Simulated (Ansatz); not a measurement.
## Run report: Zr$_{8}$O$_{15}$ (charge +1), geometry relaxation (part 3 of 3)

Continued. System: Zr$_{8}$O$_{15}$ (defect cell, 23 atoms in the cell, total charge +1). Method: DFT PBE, scalar-relativistic, plane waves, PAW, spin-polarised (Ansatz 0.2.0); cutoff 420 eV, 2×2×2 k-mesh, Gaussian smearing of 0.02 eV, collinear spins. The structure derives from a Materials Project entry. It belongs to a series of runs on one base structure; here: V_O, charge +1, atoms relaxed at the host's cell.

Geometry of the input (Å; fractional positions):
```
-4.2974  0.0000  -5.2918
5.1896  5.2421  -0.0120
5.1896  -5.2421  -0.0120
Zr 0.2118  0.4456  0.4916
Zr 0.2115  0.9451  0.9891
Zr 0.7123  0.4917  0.9466
Zr 0.7108  0.9888  0.4440
Zr 0.2894  0.0103  0.5551
Zr 0.2903  0.5122  0.0561
Zr 0.7890  0.0543  0.0094
Zr 0.7888  0.5536  0.5079
O  0.1472  0.1940  0.0130
O  0.6395  0.0092  0.6899
O  0.6526  0.5232  0.1970
O  0.9749  0.3890  0.1337
O  0.9797  0.8853  0.6260
O  0.5279  0.3668  0.6142
O  0.5272  0.8687  0.1121
O  0.4751  0.1333  0.8902
O  0.4715  0.6377  0.3908
O  0.0258  0.1112  0.3668
O  0.0272  0.6111  0.8703
O  0.3545  0.4902  0.8067
O  0.3478  0.9774  0.3058
O  0.8531  0.8082  0.9801
O  0.8552  0.3100  0.4811
```

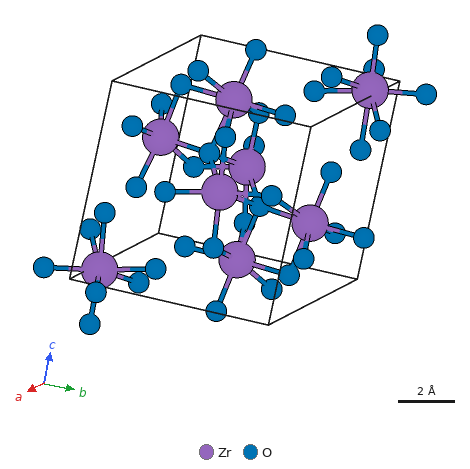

The geometry at step 4 of the log (ball-and-stick view of the cell of the calculation, seen at an oblique angle; bonded neighbours outside the cell are drawn too).

**Output, continued**
```
  k-point 2 ↑: bands = ["-37.8339", "-37.6905", "-37.6763", "-37.6653", "-37.6505", "-37.6425", "-37.6342", "-37.4890", "-16.2349", "-16.2024", "-16.1589", "-16.1335", "-16.1123", "-16.0808", "-16.0406", "-15.9804", "-15.9223", "-15.9041", "-15.8229", "-15.7868", "-15.7584", "-15.7406", "-15.7152", "-15.6867", "-15.6618", "-15.6436", "-15.6288", "-15.6187", "-15.5980", "-15.5835", "-15.5492", "-15.5325", "-7.1948", "-6.9745", "-6.7186", "-6.5897", "-6.5428", "-6.5040", "-6.4207", "-6.3683", "-6.0584", "-5.9796", "-5.9658", "-5.8924", "-5.8008", "-5.7576", "-5.6740", "5.4517", "5.4889", "5.5910", "5.6370", "5.6705", "5.7224", "5.8101", "5.8968", "6.0134", "6.1108", "6.1787", "6.3121", "6.4585", "6.5818", "6.6438", "6.7232", "6.8396", "6.9667", "7.1603", "7.3397", "7.3581", "7.4637", "7.5640", "7.6715", "7.8084", "7.8350", "8.0109", "8.0339", "8.1673", "8.1729", "8.3100", "8.3433", "8.4672", "8.5085", "8.5187", "8.6526", "8.7550", "8.7877", "8.8470", "8.9873", "9.0220", "9.2080", "9.3262", "9.4419", "9.4961", "12.5722", "13.6191", "13.9090", "14.0868", "14.1851", "14.3336", "14.4368", "14.5393", "14.7412", "14.8302", "14.9170", "15.0013", "15.1700", "15.2449", "15.2917", "15.4509", "15.5284", "15.6398", "15.7477", "15.8708", "16.0001", "16.1608", "16.2643", "16.4029"]
  k-point 3 ↓: bands = ["-37.8341", "-37.6942", "-37.6706", "-37.6665", "-37.6503", "-37.6432", "-37.6344", "-37.4889", "-16.2744", "-16.2145", "-16.1915", "-16.1694", "-16.1482", "-16.1200", "-16.0875", "-15.9435", "-15.8526", "-15.8029", "-15.7872", "-15.7837", "-15.7518", "-15.7402", "-15.6984", "-15.6825", "-15.6755", "-15.6496", "-15.6264", "-15.6174", "-15.5988", "-15.5731", "-15.5625", "-15.5193", "-7.3664", "-6.9023", "-6.8271", "-6.7183", "-6.5636", "-6.5031", "-6.4707", "-6.4377", "-5.9507", "-5.8971", "-5.8584", "-5.8190", "-5.7627", "-5.6918", "-5.6567", "5.1414", "5.2504", "5.4584", "5.5774", "5.6245", "5.8256", "5.9515", "6.0281", "6.0741", "6.1283", "6.1632", "6.3014", "6.5172", "6.6055", "6.7342", "6.8214", "6.9553", "7.0166", "7.1614", "7.2643", "7.3561", "7.4460", "7.6142", "7.6433", "7.7624", "7.8290", "7.8961", "7.9917", "8.0563", "8.2088", "8.2835", "8.3593", "8.4121", "8.5154", "8.5948", "8.7112", "8.8151", "8.8934", "8.9239", "9.0557", "9.1247", "9.2064", "9.3000", "9.3616", "9.7069", "12.5319", "13.7722", "13.8907", "13.9751", "14.0707", "14.3393", "14.3808", "14.5313", "14.5922", "14.7428", "14.8692", "15.0252", "15.1239", "15.1885", "15.3360", "15.3727", "15.5251", "15.6310", "15.7858", "15.9206", "15.9559", "16.1126", "16.1606", "16.3082"]
--- Relaxed structure (6 steps of the walk, 6 accepted, 0 SCFs on fresh bases) ---
  F+E_penalty+E_count = -42033.99779674 eV   max|allowed force component| = 1.698e-2 eV/Å
  atoms:
    - { symbol: Zr, position: [0.2069539617038387, 0.435173805175475, 0.48423956187968475] }
    - { symbol: Zr, position: [0.21237447429319106, 0.9477408877636254, 0.9909395430943119] }
    - { symbol: Zr, position: [0.7137796029266646, 0.49513566429251676, 0.9536765793377076] }
    - { symbol: Zr, position: [0.7077102123995892, 0.9860011473454269, 0.44302564385291815] }
    - { symbol: Zr, position: [0.2997285497630402, 0.02597137630537827, 0.5598838737581855] }
    - { symbol: Zr, position: [0.2901117981834091, 0.5141771446938279, 0.052998301818328236] }
    - { symbol: Zr, position: [0.7897632068048014, 0.05542239294565782, 0.009158419983645028] }
    - { symbol: Zr, position: [0.7798938447892992, 0.548373808025719, 0.5155242124107331] }
    - { symbol: O, position: [0.14501952290691233, 0.19573116507384913, 0.008894432605555967] }
    - { symbol: O, position: [0.6288347001642356, -0.0038365815237804135, 0.6871616591798572] }
    - { symbol: O, position: [0.6570661974526665, 0.526601888084155, 0.20022159041473056] }
    - { symbol: O, position: [0.9792415747227085, 0.39423427586218646, 0.13782267675721604] }
    - { symbol: O, position: [0.9894110190734544, 0.8795000627513723, 0.6218901677559052] }
    - { symbol: O, position: [0.5171824609036723, 0.35770170882177793, 0.6062392864584523] }
    - { symbol: O, position: [0.5261913552967437, 0.8690954524323625, 0.11215158996954958] }
    - { symbol: O, position: [0.4801095488532916, 0.13840618972246327, 0.8926060891426091] }
    - { symbol: O, position: [0.473244037377668, 0.634384762952821, 0.393112813761453] }
    - { symbol: O, position: [0.023326121066608387, 0.11148816901022661, 0.3649961069531386] }
    - { symbol: O, position: [0.02210854634294075, 0.6095975601120578, 0.864046762419626] }
    - { symbol: O, position: [0.35665977216610545, 0.4949324550593993, 0.8033958073498509] }
    - { symbol: O, position: [0.34987793772727865, 0.9774235075803303, 0.30818277630757374] }
    - { symbol: O, position: [0.8568815589570005, 0.810385917432899, 0.9824337114081114] }
    - { symbol: O, position: [0.8576228179248825, 0.3132519543802528, 0.48499167228085605] }
--- Löwdin populations: 23 sites ---
  site symbol       q [e]    m [muB]
     0     Zr     10.6267     0.0000
     1     Zr     10.5053     0.0000
     2     Zr     10.5123     0.0000
     3     Zr     10.4914    -0.0000
     4     Zr     10.6040     0.0000
     5     Zr     10.5036     0.0000
     6     Zr     10.5011    -0.0000
     7     Zr     10.6365    -0.0000
     8      O      6.6383     0.0000
     9      O      6.6336     0.0000
    10      O      6.6296    -0.0000
    11      O      6.6878     0.0000
    12      O      6.6813    -0.0000
    13      O      6.6489     0.0000
    14      O      6.6747    -0.0000
    15      O      6.6863     0.0000
    16      O      6.6833    -0.0000
    17      O      6.6557     0.0000
    18      O      6.6852     0.0000
    19      O      6.6386    -0.0000
    20      O      6.6292    -0.0000
    21      O      6.6201    -0.0000
    22      O      6.6347     0.0000
  spilling = 0.004280 (of n_electrons = 185.000000)
```

**File populations.tsv**
```
# site	symbol	l	j	q_up	q_dn
# orbitals = lowdin
# n_electrons = 185.000000
# spilling = 0.004280
0	Zr	0_4S	-	0.978906	0.978906
0	Zr	0_5S	-	0.223274	0.223274
0	Zr	1_4P	-	2.989409	2.989409
0	Zr	2_4D	-	1.121770	1.121770
1	Zr	0_4S	-	0.977550	0.977550
1	Zr	0_5S	-	0.203396	0.203396
1	Zr	1_4P	-	2.989958	2.989958
1	Zr	2_4D	-	1.081751	1.081751
2	Zr	0_4S	-	0.977488	0.977488
2	Zr	0_5S	-	0.203816	0.203816
2	Zr	1_4P	-	2.989791	2.989791
2	Zr	2_4D	-	1.085078	1.085078
3	Zr	0_4S	-	0.977873	0.977873
3	Zr	0_5S	-	0.204084	0.204084
3	Zr	1_4P	-	2.990280	2.990280
3	Zr	2_4D	-	1.073446	1.073446
4	Zr	0_4S	-	0.978318	0.978318
4	Zr	0_5S	-	0.220675	0.220675
4	Zr	1_4P	-	2.989527	2.989527
4	Zr	2_4D	-	1.113487	1.113487
5	Zr	0_4S	-	0.977411	0.977411
5	Zr	0_5S	-	0.203031	0.203031
5	Zr	1_4P	-	2.990204	2.990204
5	Zr	2_4D	-	1.081137	1.081137
6	Zr	0_4S	-	0.977362	0.977362
6	Zr	0_5S	-	0.202638	0.202638
6	Zr	1_4P	-	2.990047	2.990047
6	Zr	2_4D	-	1.080508	1.080508
7	Zr	0_4S	-	0.978196	0.978196
7	Zr	0_5S	-	0.215329	0.215329
7	Zr	1_4P	-	2.988520	2.988520
7	Zr	2_4D	-	1.136206	1.136206
8	O	0_2S	-	0.858345	0.858345
8	O	1_2P	-	2.460780	2.460780
9	O	0_2S	-	0.858448	0.858448
9	O	1_2P	-	2.458370	2.458370
10	O	0_2S	-	0.857715	0.857715
10	O	1_2P	-	2.457066	2.457066
11	O	0_2S	-	0.862656	0.862656
11	O	1_2P	-	2.481252	2.481252
12	O	0_2S	-	0.861802	0.861802
12	O	1_2P	-	2.478861	2.478861
13	O	0_2S	-	0.863826	0.863826
13	O	1_2P	-	2.460616	2.460616
14	O	0_2S	-	0.861030	0.861030
14	O	1_2P	-	2.476342	2.476342
15	O	0_2S	-	0.862303	0.862303
15	O	1_2P	-	2.480840	2.480840
16	O	0_2S	-	0.862265	0.862265
16	O	1_2P	-	2.479369	2.479369
17	O	0_2S	-	0.859490	0.859490
17	O	1_2P	-	2.468373	2.468373
18	O	0_2S	-	0.862271	0.862271
18	O	1_2P	-	2.480319	2.480319
19	O	0_2S	-	0.859621	0.859621
19	O	1_2P	-	2.459691	2.459691
20	O	0_2S	-	0.857999	0.857999
20	O	1_2P	-	2.456613	2.456613
21	O	0_2S	-	0.855483	0.855483
21	O	1_2P	-	2.454567	2.454567
22	O	0_2S	-	0.858991	0.858991
22	O	1_2P	-	2.458352	2.458352
```

**Trajectory as extended XYZ (Å, eV, eV/Å), 4 of the 6 frames kept, from step=1 to step=6**
```
23
Lattice="-4.2974 0.0000 -5.2918 5.1896 5.2421 -0.0120 5.1896 -5.2421 -0.0120" Properties=species:S:1:pos:R:3:forces:R:3 step=1 energy=-42033.62509
Zr    3.9536   -0.2413   -1.1318   -1.5178  -0.6803  -0.1398
Zr    9.1290   -0.2306   -1.1422    0.3307  -0.0193   0.0075
Zr    4.4029   -2.3845   -3.7865   -0.0252   0.0004  -0.2512
Zr    4.3808    2.8557   -3.7785   -0.1579   0.1009   0.2360
Zr    1.6905   -2.8559   -1.5381    0.8695   1.2225  -0.8654
Zr    1.7019    2.3910   -1.5430    0.0651  -0.0660   0.3024
Zr   -3.0605    0.2352   -4.1762    0.0573  -0.1332  -0.2385
Zr    2.1189    0.2394   -4.1870    0.9305  -1.0679   1.3093
O     0.4423    0.9488   -0.7812    0.0406   0.0729  -0.0344
O     0.8798   -3.5685   -3.3927   -0.1122  -0.0291   0.5507
O     0.9329    1.7102   -3.4622    0.0797  -0.1259  -0.4127
O    -1.4767    1.3382   -5.1652    0.3763  -0.0247  -0.1432
O     3.6325    1.3592   -5.2023   -0.8654  -0.2843  -0.3234
O     2.8225   -1.2968   -2.8051   -0.5255   0.3454   0.3971
O     2.8241    3.9665   -2.8017    0.0504  -0.0487  -0.0501
O     3.2697   -3.9677   -2.5264   -0.2439   0.1816   0.1604
O     3.3115    1.2944   -2.5072    0.0769  -0.3122  -0.0211
O     2.3697   -1.3403   -0.1423    0.3091   0.0193  -0.4096
O     7.5708   -1.3589   -0.1619   -0.3045   0.3558   0.0846
O     5.2066   -1.6594   -1.8917   -0.1215   0.4824   0.1926
O     5.1650    3.5207   -1.8558    0.2715  -0.4437  -0.0035
O     5.6145   -0.9014   -4.5356   -0.0897  -0.1093   0.0635
O     0.4302   -0.8965   -4.5351    0.5061   0.5637  -0.4111
23
Lattice="-4.2974 0.0000 -5.2918 5.1896 5.2421 -0.0120 5.1896 -5.2421 -0.0120" Properties=species:S:1:pos:R:3:forces:R:3 step=3 energy=-42033.98332
Zr    3.8894   -0.2560   -1.1139   -0.0869  -0.0625   0.0856
Zr    9.1428   -0.2273   -1.1469    0.0574   0.0341  -0.0035
Zr    4.4317   -2.3930   -3.8024    0.1525  -0.1260   0.0378
Zr    4.3901    2.8502   -3.7593   -0.0092  -0.0134  -0.0028
Zr    1.7442   -2.8083   -1.5764    0.1354   0.0912  -0.1059
Zr    1.6964    2.4140   -1.5550   -0.0437   0.0400   0.0614
Zr   -3.0581    0.2409   -4.1836    0.0017   0.0093   0.0404
Zr    2.1742    0.1887   -4.1375   -0.0182  -0.2195  -0.0467
O     0.4331    0.9884   -0.7710   -0.0042  -0.0321   0.0315
O     0.8307   -3.6501   -3.3051    0.0157   0.0830  -0.0700
O     0.9578    1.7087   -3.5037   -0.2250   0.2075   0.0932
O    -1.4506    1.3460   -5.1897    0.0015   0.0431  -0.0181
O     3.5580    1.3557   -5.2489   -0.0329  -0.0155   0.0278
O     2.7777   -1.3081   -2.7515   -0.0143   0.0454  -0.0119
O     2.8409    3.9672   -2.7990   -0.0130   0.0036  -0.0291
O     3.2854   -3.9521   -2.5537   -0.0126  -0.0122   0.0014
O     3.2981    1.2627   -2.5177    0.0065   0.0026   0.0250
O     2.3731   -1.3191   -0.1327    0.0272  -0.0694  -0.0031
O     7.5473   -1.3300   -0.1444    0.0239  -0.0129   0.0307
O     5.2077   -1.6097   -1.9135    0.0276  -0.0636  -0.0173
O     5.1635    3.4931   -1.8432   -0.0115   0.0523  -0.1042
O     5.6159   -0.9002   -4.5530    0.0041   0.0084  -0.0384
O     0.4631   -0.9042   -4.5476    0.0172   0.0058   0.0169
23
Lattice="-4.2974 0.0000 -5.2918 5.1896 5.2421 -0.0120 5.1896 -5.2421 -0.0120" Properties=species:S:1:pos:R:3:forces:R:3 step=4 energy=-42033.98815
Zr    3.8741   -0.2541   -1.1072    0.0015  -0.0820   0.0513
Zr    9.1504   -0.2304   -1.1411    0.0016   0.0203  -0.0437
Zr    4.4518   -2.4089   -3.7901   -0.0320   0.0207   0.0193
Zr    4.3675    2.8357   -3.7601    0.0395   0.1368  -0.0539
Zr    1.7518   -2.8013   -1.5953    0.0185   0.0602  -0.0195
Zr    1.6952    2.4160   -1.5418   -0.0164  -0.0126   0.0145
Zr   -3.0532    0.2361   -4.1780   -0.0015   0.0390  -0.0525
Zr    2.1636    0.1643   -4.1460    0.0152   0.0330   0.0725
O     0.4497    0.9614   -0.7791   -0.0099   0.0067   0.0016
O     0.8729   -3.5820   -3.3763   -0.0609  -0.0878   0.0752
O     0.9531    1.7138   -3.4842    0.0272   0.0171  -0.0162
O    -1.4459    1.3436   -5.1912   -0.0089   0.0044   0.0174
O     3.5339    1.3475   -5.2531    0.0270  -0.0207  -0.0174
O     2.7804   -1.2985   -2.7445   -0.0041  -0.0139  -0.0287
O     2.8253    3.9654   -2.7900    0.0148  -0.0090   0.0105
O     3.2909   -3.9603   -2.5506   -0.0229   0.0198   0.0111
O     3.3167    1.2701   -2.5177   -0.0404  -0.0135  -0.0207
O     2.3644   -1.3408   -0.1273    0.0555   0.0748   0.0042
O     7.5457   -1.3339   -0.1295    0.0363  -0.0412  -0.0168
O     5.1944   -1.6313   -1.8907    0.0272   0.0195  -0.0046
O     5.1742    3.5166   -1.8717   -0.0433  -0.0983   0.0372
O     5.6177   -0.8981   -4.5428   -0.0266   0.0105  -0.0119
O     0.4378   -0.8732   -4.5414    0.0027  -0.0836  -0.0288
23
Lattice="-4.2974 0.0000 -5.2918 5.1896 5.2421 -0.0120 5.1896 -5.2421 -0.0120" Properties=species:S:1:pos:R:3:forces:R:3 step=6 energy=-42033.99780
Zr    3.8820   -0.2572   -1.1062   -0.0122   0.0049   0.0010
Zr    9.1482   -0.2265   -1.1471   -0.0003  -0.0078   0.0145
Zr    4.4513   -2.4037   -3.7945   -0.0072   0.0080  -0.0028
Zr    4.3747    2.8463   -3.7622    0.0034  -0.0131   0.0025
Zr    1.7523   -2.7988   -1.5931   -0.0026   0.0019   0.0080
Zr    1.6967    2.4175   -1.5420   -0.0013  -0.0107  -0.0065
Zr   -3.0588    0.2425   -4.1800    0.0050   0.0046   0.0001
Zr    2.1696    0.1722   -4.1398   -0.0054   0.0092  -0.0161
O     0.4387    0.9794   -0.7699   -0.0030   0.0050  -0.0003
O     0.8438   -3.6223   -3.3358   -0.0034   0.0014   0.0013
O     0.9482    1.7109   -3.4857    0.0042  -0.0029  -0.0040
O    -1.4471    1.3441   -5.1883   -0.0083   0.0020   0.0013
O     3.5396    1.3504   -5.2537    0.0028  -0.0016   0.0078
O     2.7799   -1.3029   -2.7484    0.0158  -0.0027  -0.0068
O     2.8310    3.9680   -2.7962    0.0003   0.0009   0.0014
O     3.2873   -3.9536   -2.5530   -0.0090   0.0000   0.0025
O     3.2985    1.2648   -2.5166    0.0170   0.0030   0.0052
O     2.3725   -1.3289   -0.1291    0.0048  -0.0094  -0.0077
O     7.5526   -1.3338   -0.1347    0.0061   0.0052  -0.0054
O     5.2050   -1.6170   -1.9029   -0.0011  -0.0040  -0.0079
O     5.1682    3.5082   -1.8669   -0.0033   0.0095  -0.0004
O     5.6216   -0.9019   -4.5559   -0.0044  -0.0015   0.0003
O     0.4570   -0.9003   -4.5479    0.0021  -0.0019   0.0119
```

**Summary**

```csv
quantity,value
outcome,converged
electrons treated,185
free energy,−42033.9978 eV
Fermi energy,12.694 eV
gap on the k-point mesh,none (metallic)
net moment of the cell,0.00 μB
integrated absolute moment,0.00 μB
final volume,288.46 Å³
largest force (length of the vector) at the end,0.019 eV/Å
hardware,"8 threads of Arm Neoverse V1, 24 GiB of memory available, shared host"
wall time,45 s (CPU time 5.7 min)
peak memory,1.5 GiB
```

The program warns: some starting moments were not kept. The k-point mesh is coarse for a cell of this size, so the results may not be converged.
